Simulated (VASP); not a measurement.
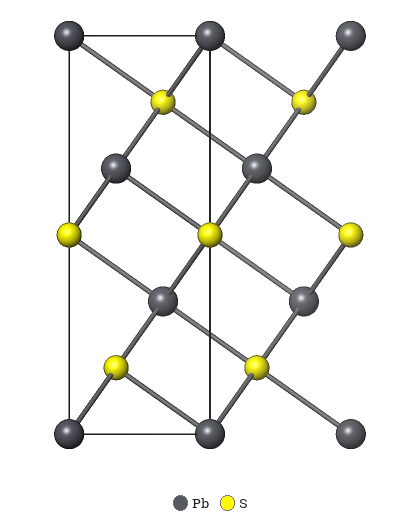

The picture looks along a close-packed row of the hexagonal mesh; [111] points upwards. Every atom sits on one of the three columns of the mesh; call them A, B, C in the order in which they first turn up. The box is the hexagonal cell of the face-centred cubic lattice. The sequence starts with the first layer at or above the cell's origin.

PbS (space group Fm-3m, No. 225): the geometry relaxed with VASP Kohn-Sham DFT of a periodic cell, PW91, VASP PAW PBE potentials, recommended in VASP.

Question: Read off the stacking sequence over one period.

Answer: Pb(A) – S(B) – Pb(C) – S(A) – Pb(B) – S(C) (six layers in 10.40 Å).

Question: How are the S layers alone stacked?

Answer: S layers alone: BAC, the cubic close-packed type.

Question: Which positions between or in the S layers do the other atoms fill?

Answer: Pb: three octahedral sites (per hexagonal cell).
